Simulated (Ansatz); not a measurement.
# G0W0 on several functionals: BaIBr (Pnma)

Aim: G0W0 for BaIBr (Pnma) on several starting functionals, at one mesh, band count and screening cutoff.

Calculated with Ansatz 0.2.0; G0W0 on several functionals, plane waves, PAW.

In doubt: masses and optical values from hybrid runs of this build are listed as unsure (steps 3, 4), which bears on the screening that GW takes from such a start.

**1. Set-up**

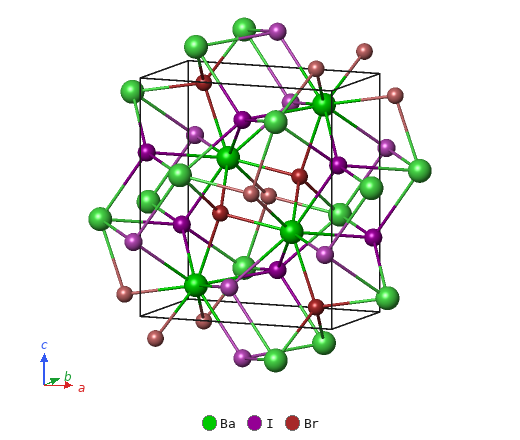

The cell as given, slightly off an axis (barium green, iodine purple, bromine red). Some periodic images of atoms are drawn too.

The cell and positions are those that the Materials Project relaxed with its own functionals (PBE, PBE+U or r2SCAN), kept fixed. Spin-orbit coupling is left out unless a step names it. The default PAW set here is soft_2. Its files were made with PBE.

**2. G0W0 on r2SCAN**

G0W0 replaces the xc potential by the self-energy, built once from these orbitals. Only a window of levels is corrected, while the sums run over the empty bands that the input names.

This step: G0W0 on r2SCAN, plane waves, PAW.

File input.yaml:

```yaml
crystal:
  lattice:
    - [8.81446039, 0.0, 0.0]
    - [0.0, 5.12429103, 0.0]
    - [0.0, 0.0, 10.19167839]
  atoms:
    - { symbol: Ba, position: [0.72882454, 0.25, 0.37513703] }
    - { symbol: Ba, position: [0.27117546, 0.75, 0.62486297] }
    - { symbol: Ba, position: [0.77117546, 0.75, 0.87513703] }
    - { symbol: Ba, position: [0.22882454, 0.25, 0.12486297] }
    - { symbol: I, position: [0.47161056, 0.25, 0.83177655] }
    - { symbol: I, position: [0.52838944, 0.75, 0.16822345] }
    - { symbol: I, position: [0.02838944, 0.75, 0.33177655] }
    - { symbol: I, position: [0.97161056, 0.25, 0.66822345] }
    - { symbol: Br, position: [0.8564719, 0.25, 0.06668585] }
    - { symbol: Br, position: [0.1435281, 0.75, 0.93331415] }
    - { symbol: Br, position: [0.6435281, 0.75, 0.56668585] }
    - { symbol: Br, position: [0.3564719, 0.25, 0.43331415] }
kpoints:
  mp_grid: { grid: [2, 4, 2] }
hamiltonian:
  xc: r2scan
scf:
  occupations: { method: fixed }
gw:
  n_empty_bands: 638
  ecut_chi: 72
  qp_bands: [v2, c2]
  qp_kpoints: band_edges
  screening: { model: contour_deformation }
```

Launch:

```console
$ ansatz run input.yaml --threads 32 --pin off --max-ram 129024MiB --backend cuda --events-out ev --progress --plain --runs-dir out --devices 1 --max-vram 157GiB
```

Numbers of over 12 decimals in the logs are rounded to 6 here.

The program printed:

```text
GPUs: using 1 of 1 available (devices: 1).
Engine: ansatz 0.2.0, aarch64-unknown-linux-gnu
Pseudopotentials: kind: paw
Pseudopotential: Ba, paw, valence charge 10, recommended cutoff 500 eV (meta_gga), Ba.paw.azcp
Pseudopotential: I, paw, valence charge 17, recommended cutoff 500 eV (meta_gga), I.paw.azcp
Pseudopotential: Br, paw, valence charge 7, recommended cutoff 500 eV (meta_gga), Br.paw.azcp
Functional definition: r2SCAN
  parameter k0 = 0.174
  parameter k1 = 0.065
  parameter a1 = 4.9479
  exchange = r2scan_x(k0 = k0, k1 = k1, a1 = a1)
  correlation = r2scan_c
device memory: the entry about to start is reckoned to put 10.8 GiB on a device that reports 182.5 GiB free (of which the cap on the GPU budget leaves the run 157.0 GiB)
GPU FFT provider: cuFFT
GPU libraries: cuBLAS 13.8.1, cuFFT 12.4.0, cuSOLVER 12.3.2
GPU matrix products: emulated (plane waves: as basis.precision tells), large ones in fixed point in workspaces of 1.00 GiB
Crystal: 12 atoms, lattice volume = 460.336 Å³
Basis set: ecut = 500 eV, 11719 PW (Γ), exchange–correlation on 288×160×300 points (64 copies of the dense FFT grid, shifted against one another)
Bands: 82, of which v1, the nominal top of the filled ones, is band 68 counted from 1 (67 counted from 0)
Symmetry: 8 space group operations
Space group: Pnma (ITA 62), of the structure as read, at distance tolerance 7.7e-5 Å
k-points: 12 of 16
Non-local potential: Ba, projectors of the file, l = 0: 3, l = 1: 2, l = 2: 2, l = 3: 2
Non-local potential: I, projectors of the file, l = 0: 2, l = 1: 2, l = 2: 2, l = 3: 2
Non-local potential: Br, projectors of the file, l = 0: 2, l = 1: 2, l = 2: 2
PAW form: soft (Blöchl's): semilocal exchange-correlation on the pseudo side does not see the compensation charge
PAW frozen core: Ba, regenerated for the run's functional (the file was generated under x = pbe(κ = 0.804, μ = 0.219515), c = pbe(β = 0.066725))
PAW frozen core: I, regenerated for the run's functional (the file was generated under x = pbe(κ = 0.804, μ = 0.219515), c = pbe(β = 0.066725))
PAW frozen core: Br, regenerated for the run's functional (the file was generated under x = pbe(κ = 0.804, μ = 0.219515), c = pbe(β = 0.066725))
PAW one-centre angular grid: Ba, 302 points (default); XC on 160 Gauss nodes
PAW one-centre angular grid: I, 590 points (default); XC on 160 Gauss nodes
PAW one-centre angular grid: Br, 302 points (default); XC on 160 Gauss nodes
Initial density: superposition of atomic densities (neutral atoms: chi_scale 0, normalization atom), corrected by the library's trained network
Initial wavefunctions: pseudopotential atomic-orbital guess
GPU buffer pool allocated for 216000 grid points (all kernels)
GPU transforms: local potential and band sums: pruned to the plane-wave sphere, on 72×40×75
Functional: x = r2scan, c = r2scan; τ floored in thin density (d = 2e-4 eV/Å³)
SCF iter   1: F=—  HF=-65169.539360 eV  |F-HF|=—  |Δ(HF+E_count)|=         —  Δρ=3.48e-3  dr2=1.01e-1  dr2_τ=2.06e-2  ethr=1.77e-3  ⟨swp⟩=8.4  Hψ=4063  notcnv=0  defer=134
preconditioner: auto → Resta (q_TF=auto, 2.227 Å⁻¹)  ε∞=2.8  [insulator: Δε(μ)=4.054 eV  Ē_g=12.101 eV  n_scr=82 (ndim 8)  ℏωp=16.2 eV  f_vac=0.008  ε∞_Penn≈2.8]
SCF iter   2: F=—  HF=-65169.668626 eV  |F-HF|=—  |Δ(HF+E_count)|=   1.29e-1  Δρ=1.60e-3  dr2=2.15e-2  dr2_τ=9.56e-4  ethr=7.42e-5  ⟨swp⟩=4.1  Hψ=1822  notcnv=0  defer=143
SCF iter   3: F=—  HF=-65169.664751 eV  |F-HF|=—  |Δ(HF+E_count)|=   3.87e-3  Δρ=3.88e-4  dr2=6.51e-4  dr2_τ=4.86e-5  ethr=1.58e-5  ⟨swp⟩=4.6  Hψ=1569  notcnv=0  defer=141
SCF iter   4: F=—  HF=-65169.665010 eV  |F-HF|=—  |Δ(HF+E_count)|=   2.58e-4  Δρ=8.37e-5  dr2=3.58e-5  dr2_τ=1.35e-6  ethr=4.79e-7  ⟨swp⟩=2.0  Hψ=1495  notcnv=0  defer=140
SCF iter   5: F=—  HF=-65169.665021 eV  |F-HF|=—  |Δ(HF+E_count)|=   1.15e-5  Δρ=1.94e-5  dr2=1.90e-6  dr2_τ=1.01e-7  ethr=2.64e-8  ⟨swp⟩=2.0  Hψ=1800  notcnv=0  defer=140
SCF iter   6: F=-65169.665023 eV  HF=-65169.665023 eV  |F-HF|=3.48e-8  |Δ(HF+E_count)|=   1.82e-6  Δρ=3.96e-6  dr2=5.81e-8  dr2_τ=1.15e-8  ethr=7.35e-11  ⟨swp⟩=17.5  Hψ=7176  notcnv=0
SCF 1 converged in 6 iterations: F = -65169.665023 eV  dr2 = 5.81e-8
  greatest PAW one-centre occupation: 0.999 electrons in one spin orbital (limit 2), on the I atom at site 5 (counted from 0), in its partial waves of l = 2
device memory: the entry about to start is reckoned to put 12.5 GiB (of the 13.3 GiB reckoned in all, the device holds 0.9 GiB already) on a device that reports 181.6 GiB free (of which the cap on the GPU budget leaves the run 156.1 GiB)
NSCF: frozen V_eff on 12 k-points
the band table was solved once the SCF had ended and its energy, with any forces and stress, was formed, with the checks that follow a solve (4415 applications of the Hamiltonian). They found nothing against the state; the energy, forces and stress were not computed again (output.eigenvalues in the input reference)
device memory: the entry about to start is reckoned to put 23.5 GiB on a device that reports 182.5 GiB free (of which the cap on the GPU budget leaves the run 157.0 GiB)
NSCF: frozen V_eff on 12 k-points
G₀W₀ screening: q 1/12
[... further progress lines ...]
SCF converged after 6 iterations
Free energy (F): -65169.665023 eV
Harris-Foulkes:  -65169.665023 eV  (|F-HF|=3.48e-8)
Internal energy: -65169.665023 eV  (E = F + TS)
E sigma→0 (E₀):  -65169.665023 eV
Fermi energy:    4.736177 eV
--- Per-component energies (eV) ---
  E_band       = -1887.109247
  E_kinetic    = 1964.438798
  E_local      = -10540.578872  (includes V_loc(G=0)·N_el)
  E_nonlocal   = 141.201732
  E_hartree    = 4987.073610
  E_xc         = -2119.957078
  E_vxc        = -1611.832117  (∫ρ·V_xc dr)
  E_paw        = -49444.051465  (= ΣΔE_a)
  E_vpaw       = -1898.474468  (= ΣTr[D̂ρ^β])
  E_aug_tail   = -0.000124  (compensation charges beyond the density's cutoff)
  E_vtau       = 84.003670  (kinetic-family band-sum trace: ∫τ·v_τ [+ j·A + Jᵃ·Aᵃ] dr)
  E_ewald      = -10157.732725
  E_core_change = -0.058899  (= ΣΔE_core)
  E_smearing   = -0.000000  (= −TS)
  E_closure    = -0.000000  (closes the sum)
  Σ components = -65169.665023   (vs F -65169.665023, Δ=0.00e0)
--- Band table (eV; the first three rows and the last of 12) ---
[... rows of the band table ...]
--- G₀W₀: contour deformation, 6 samples at zero and on the imaginary axis and 1 off it, 16 q-points, 638 empty bands' worth ---
  eigenvalues of the whole cell's RPA ε∞ on this k-mesh (on a slab, of 1 + 4πα/V) = 3.3749, 3.3752, 3.3756; static W/v taken at q = 0 is 0.296271
  bands read: the sum over 706 bands ends inside a degenerate multiplet in 2 slots, whose members it reads at an even weight; the widest, k=10: bands 705 to 708 (counted from 1) at 2/4 each
  gw.qp_kpoints: band_edges: 12 of 12 stored k-points solved, in 1 pass; an edge of the gap read off the rows below is read off those points alone
    ik  band        ε_KS         Σx   Σc(E_QP)       V_xc       Z   E_QP_lin       E_QP  E_QP is
     0    67      4.5995   -18.2944     1.9886   -15.4943  0.8071     3.7807     3.7879  root
     0    68      4.7362   -18.0759     1.9190   -15.3440  0.8081     3.9161     3.9233  root
     0    69      8.7285    -5.0762    -3.3447    -8.9750  0.8376     9.2854     9.2827  root
     0    70      9.3709    -5.5688    -3.4624    -9.6491  0.8341     9.9925     9.9889  root
     1    67      4.4807   -18.1844     2.0079   -15.3511  0.8062     3.6476     3.6552  root
     1    68      4.4807   -18.1844     2.0079   -15.3511  0.8062     3.6476     3.6552  root
     1    69      9.2005    -5.4348    -3.4436    -9.4909  0.8338     9.8167     9.8131  root
     1    70      9.2005    -5.4348    -3.4436    -9.4909  0.8338     9.8167     9.8131  root
     2    67      4.3616   -17.7989     1.9815   -14.9671  0.8056     3.5031     3.5114  root
     2    68      4.5312   -17.6585     1.9261   -14.8852  0.8064     3.6758     3.6839  root
     2    69      9.3029    -5.4501    -3.4725    -9.5480  0.8339     9.9320     9.9282  root
     2    70      9.7584    -5.8658    -3.6172   -10.1718  0.8301    10.4521    10.4472  root
     3    67      4.5443   -17.9468     1.9475   -15.1695  0.8069     3.7068     3.7145  root
     3    68      4.5443   -17.9468     1.9475   -15.1695  0.8069     3.7068     3.7145  root
     3    69      9.6624    -5.7065    -3.5593    -9.9295  0.8311    10.3305    10.3261  root
     3    70      9.6624    -5.7065    -3.5593    -9.9295  0.8311    10.3305    10.3261  root
     4    67      4.3222   -17.9444     2.0478   -15.0419  0.8042     3.4591     3.4676  root
     4    68      4.3222   -17.9444     2.0478   -15.0419  0.8042     3.4591     3.4676  root
     4    69      9.9953    -6.1418    -3.5925   -10.4080  0.8302    10.6736    10.6690  root
     4    70      9.9953    -6.1418    -3.5925   -10.4080  0.8302    10.6736    10.6690  root
     5    67      4.4593   -17.6795     1.9404   -14.8920  0.8059     3.6040     3.6121  root
     5    68      4.4593   -17.6795     1.9404   -14.8920  0.8059     3.6040     3.6121  root
     5    69     10.0060    -6.0123    -3.5898   -10.3027  0.8310    10.7115    10.7065  root
     5    70     10.0060    -6.0123    -3.5898   -10.3027  0.8310    10.7115    10.7065  root
[...]
10    67      4.3158   -17.7820     2.0036   -14.9229  0.8048     3.4519     3.4603  root
    10    68      4.3158   -17.7820     2.0036   -14.9229  0.8048     3.4519     3.4603  root
    10    69     10.2129    -6.2372    -3.6642   -10.6210  0.8281    10.9379    10.9324  root
    10    70     10.2129    -6.2372    -3.6642   -10.6210  0.8281    10.9379    10.9324  root
    11    67      4.3556   -17.7726     1.9898   -14.9308  0.8052     3.4953     3.5036  root
    11    68      4.3556   -17.7726     1.9898   -14.9308  0.8052     3.4953     3.5036  root
    11    69     10.3159    -6.2493    -3.6774   -10.6664  0.8271    11.0615    11.0556  root
    11    70     10.3159    -6.2493    -3.6774   -10.6664  0.8271    11.0615    11.0556  root
```

The job ended after 18 s (1 × NVIDIA GB200 with 32 threads of Arm Neoverse V2, shared host; peak memory 6.5 GiB).

Numbers from this step:

```
bands summed                                 : 706
RPA ε∞ on this mesh (eigenvalues)            : 3.375, 3.375, 3.376
plane waves in the screening matrix          : 629
q-points in the mesh                         : 16
G0W0 gap on the mesh                         : 5.359 eV
k of the valence top                         : 0, 0, 0
k of the conduction bottom                   : 0, 0, 0
starting gap on the mesh                     : 3.992 eV
Z at the valence top                         : 0.8081
Z at the conduction bottom                   : 0.8376
least direct G0W0 gap on the computed points : 5.359 eV
```

The gap on the mesh goes from 3.99 eV to 5.36 eV, a correction of +1.37 eV. Between the two edge states, bare exchange in place of the xc potential would open the gap by 6.63 eV, and correlation takes back 5.26 eV.

**3. G0W0 on HSE06**

The same correction from a different start measures what one shot leaves open.

This step: G0W0 on HSE06, plane waves, PAW.

Changes to input.yaml since step 2:

```diff
@@ -21,3 +21,3 @@
 hamiltonian:
-  xc: r2scan
+  xc: hse06
 scf:
```

The program printed:

```text
GPUs: using 1 of 1 available (devices: 1).
[...]
davidson cushion auto → on  (no smearing: the cushion is to keep the highest requested band from converging to the state above it; pin scf.eigensolver.cushion to override)
[...]
Crystal: 12 atoms, lattice volume = 460.336 Å³
Basis set: ecut = 420 eV, 8947 PW (Γ)
Bands: 82, of which v1, the nominal top of the filled ones, is band 68 counted from 1 (67 counted from 0)
[... 1 set-up line as in the run before ...]
[...]
k-points: 12 of 16
[...]
SCF iter   1: F=—  HF=-65007.253734 eV  |F-HF|=—  |Δ(HF+E_count)|=         —  Δρ=1.10e-3  dr2=5.13e-3  ethr=1.77e-3  ⟨swp⟩=15.2  Hψ=5633  notcnv=0
[...]
SCF iter   2: F=-65007.263819 eV  HF=-65007.262540 eV  |F-HF|=1.28e-3  |Δ(HF+E_count)|=   8.81e-3  Δρ=5.19e-4  dr2=7.49e-4  ethr=3.77e-6  ⟨swp⟩=10.0  Hψ=4274  notcnv=0  defer=8
SCF 1 stopped early in 2 iterations: F = -65007.263819 eV  dr2 = 7.49e-4
[...]
Exchange kernel: α = 0.2500, screened, ω = 0.2079 Å⁻¹, Wigner–Seitz truncation, v(0) = 1044.2546 eV·Å³, q-mesh 2×4×2, nearest image of the exchange supercell L = 17.63 Å, pair-density grid 48×30×54, without the augmentation charges, whose exchange is taken in its separable form by FFT convolution over the k-point mesh (sized by the pseudopotential files, 60×36×72 at the most), smooth part of the exact exchange by density-matrix convolution in up to 11.70 GiB of GPU memory as planned if the GPU has room (build and FFT work areas not counted)
Frozen-core exchange: fock
SCF iter   1: F=—  HF=-65054.401984 eV  |F-HF|=—  |Δ(HF+E_count)|=         —  Δρ=2.62e-3  dr2=5.11e-2  ethr=5.51e-6  ⟨swp⟩=9.7  Hψ=5563  notcnv=0
[...]
hybrid outer 1: dexx = +2.524e-2 eV, tail = 6.40e-5 eV
[...]
SCF 3 converged in 3 iterations: F = -65054.405318 eV  dr2 = 7.89e-8
hybrid outer 2: dexx = +1.091e-6 eV, tail = 1.83e-7 eV, Δε = 2.40e-3 eV (about 1.33e-4 eV left of the loop's levels)
[...]
guard bands above this table: 8 of the run's 82 bands. The solve was not asked for them (output.publish_guard_bands: true or output.eigenvalues: true publishes all)
[...]
0    67      4.2091   -18.2478     1.8583   -15.8551  0.8185     3.6720     3.6747  root
     0    68      4.3546   -18.0452     1.7940   -15.7172  0.8193     3.8180     3.8206  root
     0    69      8.8605    -4.8720    -3.2767    -8.6046  0.8470     9.3180     9.3164  root
     0    70      9.5007    -5.3463    -3.3837    -9.2540  0.8440    10.0269    10.0246  root
     1    67      4.0853   -18.1210     1.8723   -15.7019  0.8177     3.5357     3.5386  root
     1    68      4.0853   -18.1210     1.8723   -15.7019  0.8177     3.5357     3.5386  root
     1    69      9.3469    -5.2087    -3.3677    -9.0796  0.8436     9.8523     9.8502  root
     1    70      9.3469    -5.2087    -3.3677    -9.0796  0.8436     9.8523     9.8502  root
[...]
11    67      3.9547   -17.7008     1.8540   -15.2761  0.8167     3.3809     3.3841  root
    11    68      3.9547   -17.7008     1.8540   -15.2761  0.8167     3.3809     3.3841  root
    11    69     10.4530    -5.9744    -3.5631   -10.1616  0.8385    11.0806    11.0770  root
    11    70     10.4530    -5.9744    -3.5631   -10.1616  0.8385    11.0806    11.0770  root
```

Wall time 67 s (1 × NVIDIA GB200 with 32 threads); peak memory 4.4 GiB.

This step gave:

```
bands summed                                 : 706
RPA ε∞ on this mesh (eigenvalues)            : 3.214, 3.217, 3.218
plane waves in the screening matrix          : 629
q-points in the mesh                         : 16
G0W0 gap on the mesh                         : 5.496 eV
k of the valence top                         : 0, 0, 0
k of the conduction bottom                   : 0, 0, 0
starting gap on the mesh                     : 4.506 eV
Z at the valence top                         : 0.8193
Z at the conduction bottom                   : 0.8470
least direct G0W0 gap on the computed points : 5.496 eV
```

Against the run with 2×4×2 mesh, 638 empty bands, screening to 72 eV on r2SCAN, the gap moves by +0.14 eV, while the start moved by +0.51 eV.

**4. G0W0 on PBE0**

This step: G0W0 on PBE0, plane waves, PAW.

Changes to input.yaml since step 3:

```diff
@@ -21,3 +21,3 @@
 hamiltonian:
-  xc: hse06
+  xc: pbe0
 scf:
```

The program printed:

```text
GPUs: using 1 of 1 available (devices: 1).
[...]
Crystal: 12 atoms, lattice volume = 460.336 Å³
Basis set: ecut = 420 eV, 8947 PW (Γ)
Bands: 82, of which v1, the nominal top of the filled ones, is band 68 counted from 1 (67 counted from 0)
[... 1 set-up line as in the run before ...]
[...]
k-points: 12 of 16
[...]
1    68      3.7136   -18.1178     1.7655   -16.0642  0.8296     3.4248     3.4254  root
     1    69      9.6850    -5.1818    -3.2582    -8.7042  0.8535     9.9497     9.9492  root
     1    70      9.6850    -5.1818    -3.2582    -8.7042  0.8535     9.9497     9.9492  root
[...]
11    67      3.5787   -17.7056     1.7477   -15.6489  0.8288     3.2689     3.2696  root
    11    68      3.5787   -17.7056     1.7477   -15.6489  0.8288     3.2689     3.2696  root
    11    69     10.8037    -5.9495    -3.4412    -9.7720  0.8489    11.1861    11.1849  root
    11    70     10.8037    -5.9495    -3.4412    -9.7720  0.8489    11.1861    11.1849  root
```

It took 67 s on 1 × NVIDIA GB200 with 32 threads; peak memory 4.4 GiB; 3.9 min of CPU time.

This step gave:

```yaml
bands_summed: 706
rpa_eps_infinity_on_this_mesh_eigenvalues: 3.050, 3.052, 3.053
plane_waves_in_the_screening_matrix: 629
g0w0_gap_on_the_mesh: 5.700 eV
k_of_the_valence_top: 0, 0, 0
k_of_the_conduction_bottom: 0, 0, 0
starting_gap_on_the_mesh: 5.206 eV
least_direct_g0w0_gap_on_the_computed_points: 5.700 eV
```

Against the run with 2×4×2 mesh, 638 empty bands, screening to 72 eV on HSE06, the gap moves by +0.20 eV, while the start moved by +0.70 eV.

**5. Side by side**

All on the 2×4×2 mesh with 638 empty bands and screening to 72 eV. Times are wall times on 1 × NVIDIA GB200 with 32 threads of Arm Neoverse V2, shared host, good to a factor of about two.

| start | starting gap (eV) | shift (eV) | G0W0 gap (eV) | RPA ε∞ (harmonic mean) | Z (valence, conduction) | time |
| --- | --- | --- | --- | --- | --- | --- |
| r2SCAN | 3.99 | +1.37 | 5.36 | 3.38 | 0.81, 0.84 | 18 s |
| HSE06 | 4.51 | +0.99 | 5.50 | 3.22 | 0.82, 0.85 | 67 s |
| PBE0 | 5.21 | +0.49 | 5.70 | 3.05 | 0.83, 0.86 | 67 s |

The parts of the quasiparticle energy at the two band edges (eV; QP = start + Σx + Σc − Vxc):

| run | edge | start | Σx | Σc | Vxc | Z | QP |
| --- | --- | --- | --- | --- | --- | --- | --- |
| r2SCAN | valence top | 4.74 | -18.08 | 1.92 | -15.34 | 0.81 | 3.92 |
| r2SCAN | conduction bottom | 8.73 | -5.08 | -3.34 | -8.97 | 0.84 | 9.28 |
| HSE06 | valence top | 4.35 | -18.05 | 1.79 | -15.72 | 0.82 | 3.82 |
| HSE06 | conduction bottom | 8.86 | -4.87 | -3.28 | -8.60 | 0.85 | 9.32 |
| PBE0 | valence top | 3.99 | -18.04 | 1.69 | -16.08 | 0.83 | 3.71 |
| PBE0 | conduction bottom | 9.19 | -4.85 | -3.17 | -8.24 | 0.86 | 9.41 |

For a hybrid start, Vxc holds its share of exact exchange.

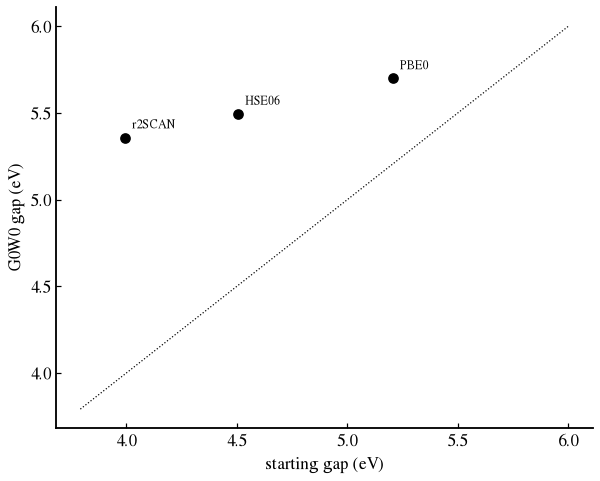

G0W0 gap against starting gap; on the dotted line the correction would vanish.

**6. Summary of results**

- G0W0@r2SCAN: 5.36 eV (start 3.99 eV)
- G0W0@HSE06: 5.50 eV (start 4.51 eV)
- G0W0@PBE0: 5.70 eV (start 5.21 eV)
- known limits: not at the basis limit; no spin-orbit coupling

The starting gaps span 1.21 eV and the G0W0 gaps 0.34 eV. Between r2SCAN and PBE0, 0.34 eV of the 1.21 eV survives, 28 %. PBE0 screens less than r2SCAN (ε∞ 3.05 against 3.38). Of the 0.34 eV by which its G0W0 gap is higher, the correlation part gives +0.40 eV, and exchange with the one-particle terms, which follow the orbitals, −0.06 eV. The smallest correction, +0.49 eV, is on PBE0, the start nearest to reproducing itself. Bands and cutoff are finite, so the gap is not at the basis limit. The miss can reach some tenths of an eV and take either sign; the mesh is an error of its own. The many-body steps are scalar-relativistic: spin-orbit coupling is not in them.

[Paths, hosts, dates, memory and timing lines, banners, echoed tables and standing remarks are left out of the program output.]

[Logs are printed without paths, hosts, clocks, repeated set-up lines and the standing remarks that a program may print on its own settings, such as how far it seeks lower states.]

[Runs of the session that timed out or met a known fault of the program may be left out.]

[Cells called generated may have been cut or substituted from an entry of the Crystallography Open Database or the Materials Project.]

[Hosts, paths, dates, database ids (printed as entryN), source tags and the programs' standing remarks are cut or masked in the printed files.]
